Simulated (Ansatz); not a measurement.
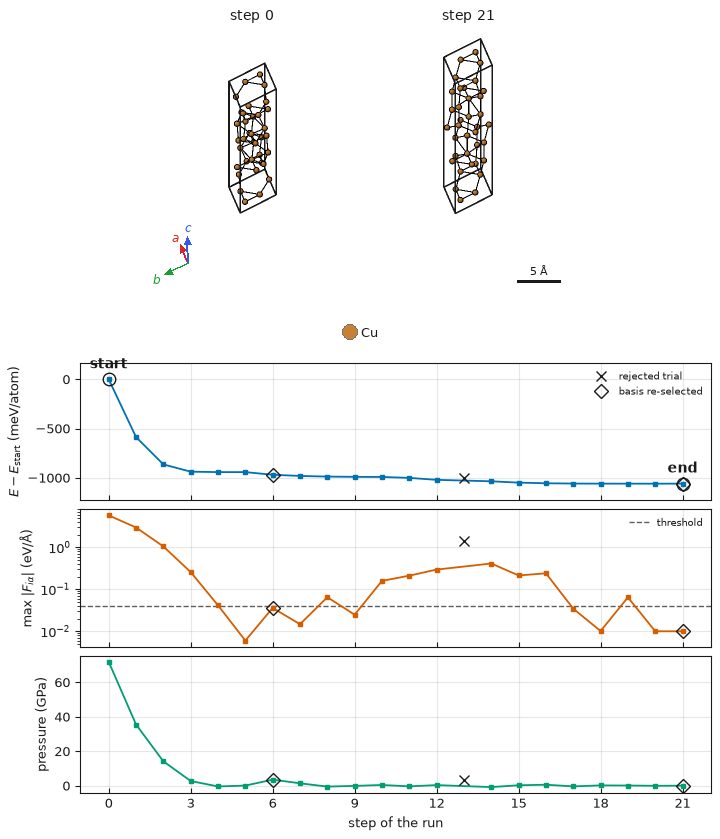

First and last geometry of a relaxation of solid Cu (built on the alpha-boron_166 type) (coarse preliminary run), with the history of the run. Style: ball-and-stick. Shown: the conventional cell (3 times the calculation's cell), from a free direction. Lengths and directions refer to the drawn axes.

Case: alpha-boron type (R-3m, No. 166).

These are results of DFT PBE, scalar-relativistic, plane waves, PAW in Ansatz, not measurements.

Input file:
```yaml
crystal:
  lattice:
    - [2.9140612263, 1.6824340335, 4.9696463154]
    - [-2.9140612263, 1.6824340335, 4.9696463154]
    - [0.0, -3.3648680668, 4.9696463154]
  atoms:
    - { symbol: Cu, position: [0.01019, 0.65361, 0.01019] }
    - { symbol: Cu, position: [0.01019, 0.01019, 0.65361] }
    - { symbol: Cu, position: [0.65361, 0.01019, 0.01019] }
    - { symbol: Cu, position: [0.98981, 0.34639, 0.98981] }
    - { symbol: Cu, position: [0.34639, 0.98981, 0.98981] }
    - { symbol: Cu, position: [0.98981, 0.98981, 0.34639] }
    - { symbol: Cu, position: [0.22118, 0.6306, 0.22118] }
    - { symbol: Cu, position: [0.22118, 0.22118, 0.6306] }
    - { symbol: Cu, position: [0.6306, 0.22118, 0.22118] }
    - { symbol: Cu, position: [0.77882, 0.3694, 0.77882] }
    - { symbol: Cu, position: [0.3694, 0.77882, 0.77882] }
    - { symbol: Cu, position: [0.77882, 0.77882, 0.3694] }
basis:
  ecutwfc: 420
kpoints:
  mp_grid: { grid: [6, 6, 6] }
hamiltonian:
  xc: pbe
scf:
  occupations: { method: gaussian, width: 0.1 }
  lower_state_search: "off"
output:
  forces: true
  stress: true
  eigenvalues: true
relax:
  adjacent_minimum: "off"
  f_tol: 0.04
  max_steps: 70
  cell: { stress_tol: 0.4 }
```

### Read the history and describe the run.

It converged. After 18 accepted moves (21 points after the start) the energy has fallen by 1059 meV per atom. Largest force component: 5.8 eV/Å at the start, 0.01 eV/Å at the end. The pressure goes from 71.87 to 0.07 GPa. The line search rejected the trial step at point 13 of the run. The SCF was repeated twice at an unchanged geometry on a basis and grid sized afresh for the cell, which shifted the energy by 26.8 meV per atom at most. The largest moves relative to the cell, 0.80 Å, are those of Cu1, Cu2, Cu3, Cu4, Cu5 and Cu6. Cu5 goes along [2 1 0]. Cell: a = b 5.828 → 5.963 Å (+2.3 %), c 14.909 → 18.271 Å (+22.5 %). Volume +28.3 %. Among the contacts that change: Cu1–Cu2 2.078 → 3.514 Å, Cu1–Cu2 (another image) 3.750 → 2.449 Å, Cu1–Cu7 2.133 → 2.550 Å, Cu1–Cu4 1.980 → 2.356 Å. New bonds form: Cu1–Cu2 (another periodic image) (3.75 → 2.45 Å), Cu1–Cu3 (another periodic image) (3.75 → 2.45 Å), Cu2–Cu3 (another periodic image) (3.75 → 2.45 Å), Cu4–Cu5 (another periodic image) (3.75 → 2.45 Å). Bonds break: Cu1–Cu2 (2.08 → 3.51 Å), Cu1–Cu3 (2.08 → 3.51 Å), Cu2–Cu3 (2.08 → 3.51 Å), Cu4–Cu5 (2.08 → 3.51 Å). Bond angles that change, for instance: Cu3–Cu5–Cu11 129.2° → 165.3°, Cu7–Cu5–Cu8 107.0° → 95.2°, Cu3–Cu5–Cu7 124.0° → 113.6°. The space group stays R-3m (No. 166).

```tsv
step	E − E(0), meV/atom	largest force component, eV/Å	pressure, GPa	volume, Å³/atom	note
0	0.00	5.7817	71.87	12.182	
1	-586.21	2.9754	35.54	13.616	
2	-863.59	1.0536	14.18	15.017	
3	-937.34	0.2585	2.77	16.123	
4	-941.62	0.0417	-0.38	16.426	
5	-941.83	0.0060	0.13	16.361	
6	-968.66	0.0363	3.56	16.361	same geometry, new basis
7	-980.57	0.0148	1.45	16.745	
8	-987.21	0.0652	-0.47	17.020	
9	-989.70	0.0250	-0.05	16.789	
10	-991.11	0.1596	0.47	16.318	
11	-1000.46	0.2124	-0.32	16.010	
12	-1020.27	0.2965	0.40	15.268	
13	-1000.20	1.3952	3.30	14.746	rejected
14	-1035.04	0.4134	-0.74	15.419	
15	-1048.42	0.2147	0.30	15.344	
16	-1055.12	0.2416	0.63	15.482	
17	-1057.91	0.0348	-0.35	15.659	
18	-1058.80	0.0102	0.24	15.575	
19	-1059.00	0.0647	0.16	15.626	
20	-1059.23	0.0101	0.00	15.627	
21	-1058.66	0.0101	0.07	15.627	same geometry, new basis
```
